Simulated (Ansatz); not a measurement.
## Run report: TiO2, single-point calculation (part 1 of 2)

- system: TiO2 (Imma, 48 atoms in the cell)
- method: DFT PBE, scalar-relativistic, plane waves, PAW, no spin polarisation (Ansatz 0.2.0)

The structure derives from a Materials Project entry.

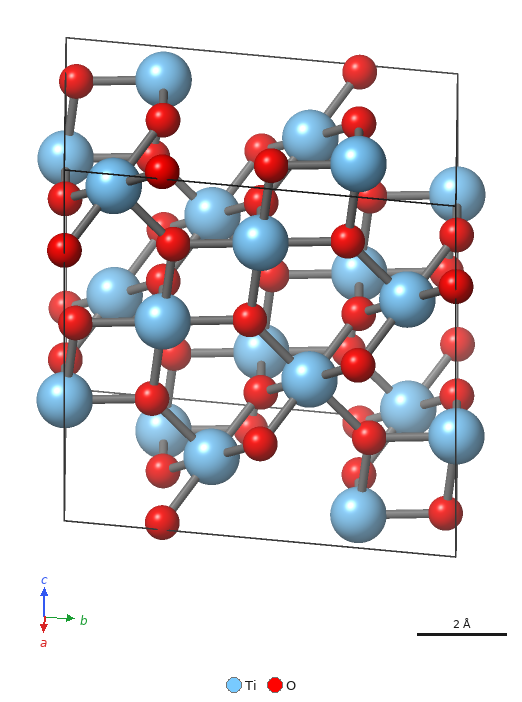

Fig. 1: The structure as given in the input (ball-and-stick view of the cell of the calculation, seen at an oblique angle). An atom can appear more than once, as a periodic image. Near neighbours in the periodic cell (some may lie outside the picture): Ti has 6 O at 1.94 to 2.00 Å; O has 3 Ti at 1.94 to 2.00 Å.

Input file
```yaml
crystal:
  lattice:
    - [0.0, 0.0, 6.574804]
    - [5.94632, -6.574738, 0.0]
    - [5.94632, 6.574738, 0.0]
  atoms:
    - { symbol: Ti, position: [0.754755, 0.625, 0.375] }
    - { symbol: Ti, position: [0.254755, 0.625, 0.875] }
    - { symbol: Ti, position: [0.254755, 0.125, 0.375] }
    - { symbol: Ti, position: [0.754755, 0.125, 0.875] }
    - { symbol: Ti, position: [0.245245, 0.875, 0.125] }
    - { symbol: Ti, position: [0.745245, 0.875, 0.625] }
    - { symbol: Ti, position: [0.745245, 0.375, 0.125] }
    - { symbol: Ti, position: [0.245245, 0.375, 0.625] }
    - { symbol: Ti, position: [0.75, 0.0, 0.25] }
    - { symbol: Ti, position: [0.25, 0.0, 0.75] }
    - { symbol: Ti, position: [0.25, 0.5, 0.25] }
    - { symbol: Ti, position: [0.75, 0.5, 0.75] }
    - { symbol: Ti, position: [0.25, 0.25, 0.0] }
    - { symbol: Ti, position: [0.75, 0.25, 0.5] }
    - { symbol: Ti, position: [0.75, 0.75, 0.0] }
    - { symbol: Ti, position: [0.25, 0.75, 0.5] }
    - { symbol: O, position: [0.054918, 0.999926, 0.249926] }
    - { symbol: O, position: [0.554918, 0.999926, 0.749926] }
    - { symbol: O, position: [0.554918, 0.499926, 0.249926] }
    - { symbol: O, position: [0.054918, 0.499926, 0.749926] }
    - { symbol: O, position: [0.750384, 0.02745, 0.47255] }
    - { symbol: O, position: [0.250384, 0.02745, 0.97255] }
    - { symbol: O, position: [0.250384, 0.52745, 0.47255] }
    - { symbol: O, position: [0.750384, 0.52745, 0.97255] }
    - { symbol: O, position: [0.054919, 0.750074, 7.4e-05] }
    - { symbol: O, position: [0.554919, 0.750074, 0.500074] }
    - { symbol: O, position: [0.55492, 0.250074, 7.4e-05] }
    - { symbol: O, position: [0.05492, 0.250074, 0.500074] }
    - { symbol: O, position: [0.750383, 0.22255, 0.27745] }
    - { symbol: O, position: [0.250383, 0.22255, 0.77745] }
    - { symbol: O, position: [0.250382, 0.72255, 0.27745] }
    - { symbol: O, position: [0.750382, 0.72255, 0.77745] }
    - { symbol: O, position: [0.249617, 0.27745, 0.22255] }
    - { symbol: O, position: [0.749617, 0.27745, 0.72255] }
    - { symbol: O, position: [0.749618, 0.77745, 0.22255] }
    - { symbol: O, position: [0.249618, 0.77745, 0.72255] }
    - { symbol: O, position: [0.249616, 0.47255, 0.02745] }
    - { symbol: O, position: [0.749616, 0.47255, 0.52745] }
    - { symbol: O, position: [0.749616, 0.97255, 0.02745] }
    - { symbol: O, position: [0.249616, 0.97255, 0.52745] }
    - { symbol: O, position: [0.94508, 0.749926, 0.499926] }
    - { symbol: O, position: [0.44508, 0.749926, 0.999926] }
    - { symbol: O, position: [0.445081, 0.249926, 0.499926] }
    - { symbol: O, position: [0.945081, 0.249926, 0.999926] }
    - { symbol: O, position: [0.945081, 0.500074, 0.250074] }
    - { symbol: O, position: [0.445081, 0.500074, 0.750074] }
    - { symbol: O, position: [0.445082, 7.5e-05, 0.250074] }
    - { symbol: O, position: [0.945082, 7.5e-05, 0.750074] }
basis:
  ecutwfc: 420
  fft_grid_basis: typed
kpoints:
  mp_grid: { grid: [2, 2, 2] }
hamiltonian:
  xc: pbe
  pseudopotentials: { kind: paw }
scf:
  occupations: { method: gaussian, width: 0.05 }
output:
  forces: true
  stress: false
  eigenvalues: true
  bader: false
  write_density: true
  volumetric_format: npy
```

Machine: 4 threads of Arm Neoverse N1, 98 GiB of memory available, shared host.

Launched with:
```bash
ansatz run input.yaml --threads 4 --pin off --max-ram 10240MiB --backend cpu --events-out ev --progress --plain --runs-dir out
```

Log
```
Warning: the atoms were moved onto the symmetric positions of the space group found under crystal.symmetry.tolerance 1.0e-5 (fractional; no operation is sought that the atoms, as they stand in a round, miss by more than twice it, and no atom is moved by as much as it), and the run uses the moved positions. Before a round's move an operation carried an atom to 1.63e-5 Å from where it should land, the largest such distance. Atom 46 (counting from 0) moved farthest, by 1.02e-5 Å; the longest move in fractions of the cell, of whichever atom, is 0.12 of the tolerance, in 1 round. To run the atoms as typed, lower crystal.symmetry.tolerance until the operations that they miss are no longer found, or set crystal.symmetry.detect: false (a key that needs symmetry detection or time reversal refuses this as the deck is read). The positions used, in the order of the run's atom list: position: [0.7547550000000001, 0.625, 0.375]; position: [0.25475499999999995, 0.625, 0.875]; position: [0.25475499999999995, 0.125, 0.375]; position: [0.7547550000000001, 0.125, 0.875]; position: [0.24524500000000005, 0.875, 0.125]; position: [0.745245, 0.875, 0.625]; position: [0.745245, 0.375, 0.125]; position: [0.24524500000000005, 0.375, 0.625]; position: [0.75, 1.0126874454466199e-18, 0.25]; position: [0.25, 1.0126874454466199e-18, 0.75]; position: [0.25, 0.5, 0.25]; position: [0.75, 0.5, 0.75]; position: [0.25, 0.25, 0.0]; position: [0.75, 0.25, 0.5]; position: [0.75, 0.75, 0.0]; position: [0.25, 0.75, 0.5]; position: [0.05491887500000002, 0.9999259375, 0.24992593749999995]; position: [0.554918875, 0.9999259375, 0.7499259374999999]; position: [0.554918875, 0.4999259375, 0.24992593749999995]; position: [0.05491887500000002, 0.4999259375, 0.7499259374999999]; position: [0.7503832500000001, 0.02744999999999998, 0.47255]; position: [0.25038325, 0.02744999999999998, 0.97255]; position: [0.25038325, 0.52745, 0.47255]; position: [0.7503832500000001, 0.52745, 0.97255]; position: [0.05491887500000002, 0.7500740625, 7.406250000002016e-5]; position: [0.554918875, 0.7500740625, 0.5000740625]; position: [0.554918875, 0.2500740625, 7.406250000002016e-5]; position: [0.05491887500000002, 0.2500740625, 0.5000740625]; position: [0.7503832500000001, 0.22255000000000003, 0.27745]; position: [0.25038325, 0.22255000000000003, 0.77745]; position: [0.25038325, 0.72255, 0.27745]; position: [0.7503832500000001, 0.72255, 0.77745]; position: [0.24961675, 0.27745, 0.22255]; position: [0.74961675, 0.27745, 0.72255]; position: [0.74961675, 0.77745, 0.22255]; position: [0.24961675, 0.77745, 0.72255]; position: [0.24961675, 0.47255, 0.02745]; position: [0.74961675, 0.47255, 0.52745]; position: [0.74961675, 0.97255, 0.02745]; position: [0.24961675, 0.97255, 0.52745]; position: [0.945081125, 0.7499259375, 0.4999259375]; position: [0.445081125, 0.7499259375, 0.9999259374999999]; position: [0.445081125, 0.2499259375, 0.4999259375]; position: [0.945081125, 0.2499259375, 0.9999259374999999]; position: [0.945081125, 0.5000740625000001, 0.2500740625]; position: [0.445081125, 0.5000740625000001, 0.7500740625]; position: [0.445081125, 7.406250000005535e-5, 0.2500740625]; position: [0.945081125, 7.406250000005535e-5, 0.7500740625];
Engine: ansatz 0.2.0, aarch64-unknown-linux-gnu
Pseudopotentials: kind: paw
Pseudopotential: Ti, paw, valence charge 12, recommended cutoff 420 eV (normal), Ti.paw.azcp
Pseudopotential: O, paw, valence charge 6, recommended cutoff 420 eV (normal), O.paw.azcp
Functional definition: PBE
  parameter kappa = 0.804
  parameter beta = 0.06672455060314922
  exchange = pbe_x(kappa = kappa, mu = beta*pi^2/3)
  correlation = pbe_c(beta = beta)
Crystal: 48 atoms, lattice volume = 514.090 Å³
Basis set: ecut = 420 eV, 10071 PW (Γ), exchange–correlation on 90×120×120 points (8 copies of the dense FFT grid, shifted against one another)
Bands: 240, of which v1, the nominal top of the filled ones, is band 192 counted from 1 (191 counted from 0)
Symmetry: 32 space group operations
Space group: Imma (ITA 74), of the structure as read, at distance tolerance 8.0e-5 Å
k-points: 6 of 8
Non-local potential: Ti, projectors of the file, l = 0: 3, l = 1: 2, l = 2: 3, l = 3: 1
Non-local potential: O, projectors of the file, l = 0: 2, l = 1: 2, l = 2: 1
PAW form: soft (Blöchl's): semilocal exchange-correlation on the pseudo side does not see the compensation charge
PAW one-centre angular grid: Ti, 590 points (default); XC on 64 Gauss nodes
PAW one-centre angular grid: O, 110 points (default); XC on 64 Gauss nodes
Initial density: superposition of atomic densities (neutral atoms: chi_scale 0, normalization atom), corrected by the library's trained network
Initial wavefunctions: pseudopotential atomic-orbital guess
Functional: x = pbe(κ = 0.804, μ = 0.2195149727645171), c = pbe(β = 0.06672455060314922)
SCF iter   1: F=—  HF=-58218.279504 eV  |F-HF|=—  |Δ(HF+E_count)|=         —  Δρ=2.01e-3  dr2=1.02e-2  ethr=1.77e-3  ⟨swp⟩=4.5  Hψ=5389  notcnv=0  defer=1
preconditioner: auto → Resta (q_TF=auto, 2.599 Å⁻¹)  ε∞=9.0  [insulator: Δε(μ)=1.815 eV  Ē_g=9.249 eV  σ=0.050 eV  W_gap=1.00  n_scr=156 (ndim 8)  ℏωp=26.2 eV  f_vac=0.024  D(μ)=0.00/eV (n_scr^D=0)  ε∞_Penn≈9.0]
SCF iter   2: F=—  HF=-58218.285547 eV  |F-HF|=—  |Δ(HF+E_count)|=   6.04e-3  Δρ=1.19e-3  dr2=3.38e-3  ethr=2.65e-6  ⟨swp⟩=2.0  Hψ=2800  notcnv=0  defer=1
SCF iter   3: F=—  HF=-58218.288257 eV  |F-HF|=—  |Δ(HF+E_count)|=   2.71e-3  Δρ=6.22e-4  dr2=1.26e-3  ethr=8.80e-7  ⟨swp⟩=2.0  Hψ=1854  notcnv=0
automatic band count: iteration 3 solves 222 bands in place of 240: the levels show a gap, and the empty bands left out lie too high to hold charge; the band table lists the bands solved (type scf.n_extra_bands for more)
SCF iter   4: F=—  HF=-58218.289197 eV  |F-HF|=—  |Δ(HF+E_count)|=   9.40e-4  Δρ=1.16e-4  dr2=5.72e-5  ethr=3.28e-7  ⟨swp⟩=2.0  Hψ=1762  notcnv=0
SCF iter   5: F=—  HF=-58218.292415 eV  |F-HF|=—  |Δ(HF+E_count)|=   3.22e-3  Δρ=7.12e-5  dr2=2.48e-5  ethr=1.49e-8  ⟨swp⟩=2.0  Hψ=2340  notcnv=0
SCF iter   6: F=—  HF=-58218.292421 eV  |F-HF|=—  |Δ(HF+E_count)|=   5.69e-6  Δρ=3.38e-5  dr2=6.99e-6  ethr=6.45e-9  ⟨swp⟩=2.0  Hψ=1898  notcnv=0
SCF iter   7: F=—  HF=-58218.292421 eV  |F-HF|=—  |Δ(HF+E_count)|=   1.47e-8  Δρ=1.20e-5  dr2=6.79e-7  ethr=1.82e-9  ⟨swp⟩=2.0  Hψ=1761  notcnv=0
SCF iter   8: F=-58218.292421 eV  HF=-58218.292421 eV  |F-HF|=2.54e-8  |Δ(HF+E_count)|=   5.67e-7  Δρ=4.16e-6  dr2=8.90e-8  ethr=2.60e-11  ⟨swp⟩=6.5  Hψ=5471  notcnv=0
SCF 1 converged in 8 iterations: F = -58218.292421 eV  dr2 = 8.90e-8
  greatest PAW one-centre occupation: 0.999 electrons in one spin orbital (limit 2), on the Ti atom at site 7 (counted from 0), in its partial waves of l = 0
```

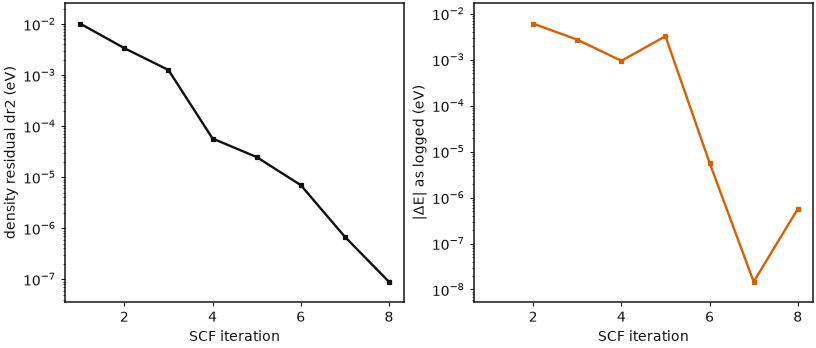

Fig. 2: Convergence of the self-consistent field: density residual dr2 and size of the energy change against the SCF iteration. The residual falls at every step.

```
SCF converged after 8 iterations
Free energy (F): -58218.292421 eV
Harris-Foulkes:  -58218.292421 eV  (|F-HF|=2.54e-8)
Internal energy: -58218.292421 eV  (E = F + TS)
E sigma→0 (E₀):  -58218.292421 eV
Fermi energy:    9.609309 eV
--- Per-component energies (eV) ---
  E_band       = -3284.284304
  E_kinetic    = 9945.213301
  E_local      = -25098.613297  (includes V_loc(G=0)·N_el)
  E_nonlocal   = 1569.559847
  E_hartree    = 9540.352631
  E_xc         = -3935.042725
  E_vxc        = -4982.962815  (∫ρ·V_xc dr)
  E_paw        = -21770.440723  (= ΣΔE_a)
  E_vpaw       = -3798.225825  (= ΣTr[D̂ρ^β])
  E_aug_tail   = 0.081767  (compensation charges beyond the density's cutoff)
  E_ewald      = -28469.403223
  E_smearing   = -0.000000  (= −TS)
  E_closure    = -0.000000  (closes the sum)
  Σ components = -58218.292421   (vs F -58218.292421, Δ=0.00e0)
--- Forces (eV/Å), atoms counted from 1 ---
  atom   1  Ti     0.00000000     0.00000000    -0.00134509
  atom   2  Ti    -0.00000000     0.00000000    -0.00134509
  atom   3  Ti     0.00000000    -0.00000000    -0.00134509
  atom   4  Ti     0.00000000     0.00000000    -0.00134509
  atom   5  Ti     0.00000000    -0.00000000     0.00134509
  atom   6  Ti     0.00000000     0.00000000     0.00134509
  atom   7  Ti     0.00000000     0.00000000     0.00134509
  atom   8  Ti     0.00000000    -0.00000000     0.00134509
  atom   9  Ti     0.00000000     0.00000000    -0.00000000
  atom  10  Ti     0.00000000     0.00000000     0.00000000
  atom  11  Ti     0.00000000     0.00000000     0.00000000
  atom  12  Ti     0.00000000    -0.00000000    -0.00000000
  atom  13  Ti     0.00000000     0.00000000     0.00000000
  atom  14  Ti     0.00000000    -0.00000000     0.00000000
  atom  15  Ti     0.00000000     0.00000000     0.00000000
  atom  16  Ti     0.00000000    -0.00000000     0.00000000
  atom  17  O     -0.02497829     0.00000000     0.04213021
  atom  18  O     -0.02497829     0.00000000     0.04213021
  atom  19  O     -0.02497829    -0.00000000     0.04213021
  atom  20  O     -0.02497829    -0.00000000     0.04213021
  atom  21  O     -0.00000000    -0.06145156    -0.01802938
  atom  22  O     -0.00000000    -0.06145156    -0.01802938
  atom  23  O     -0.00000000    -0.06145156    -0.01802938
  atom  24  O     -0.00000000    -0.06145156    -0.01802938
  atom  25  O      0.02497829     0.00000000     0.04213021
  atom  26  O      0.02497829    -0.00000000     0.04213021
  atom  27  O      0.02497829     0.00000000     0.04213021
  atom  28  O      0.02497829    -0.00000000     0.04213021
  atom  29  O     -0.00000000     0.06145156    -0.01802938
  atom  30  O      0.00000000     0.06145156    -0.01802938
  atom  31  O      0.00000000     0.06145156    -0.01802938
  atom  32  O     -0.00000000     0.06145156    -0.01802938
  atom  33  O     -0.00000000    -0.06145156     0.01802938
  atom  34  O     -0.00000000    -0.06145156     0.01802938
  atom  35  O     -0.00000000    -0.06145156     0.01802938
  atom  36  O     -0.00000000    -0.06145156     0.01802938
  atom  37  O      0.00000000     0.06145156     0.01802938
  atom  38  O      0.00000000     0.06145156     0.01802938
  atom  39  O      0.00000000     0.06145156     0.01802938
  atom  40  O      0.00000000     0.06145156     0.01802938
  atom  41  O     -0.02497829    -0.00000000    -0.04213021
  atom  42  O     -0.02497829     0.00000000    -0.04213021
  atom  43  O     -0.02497829    -0.00000000    -0.04213021
  atom  44  O     -0.02497829    -0.00000000    -0.04213021
  atom  45  O      0.02497829     0.00000000    -0.04213021
  atom  46  O      0.02497829     0.00000000    -0.04213021
  atom  47  O      0.02497829     0.00000000    -0.04213021
  atom  48  O      0.02497829    -0.00000000    -0.04213021
  max |Σ_I F_I| component: 1.04e-16 eV/Å
--- Band table (eV; the first three rows and the last of 6) ---
```
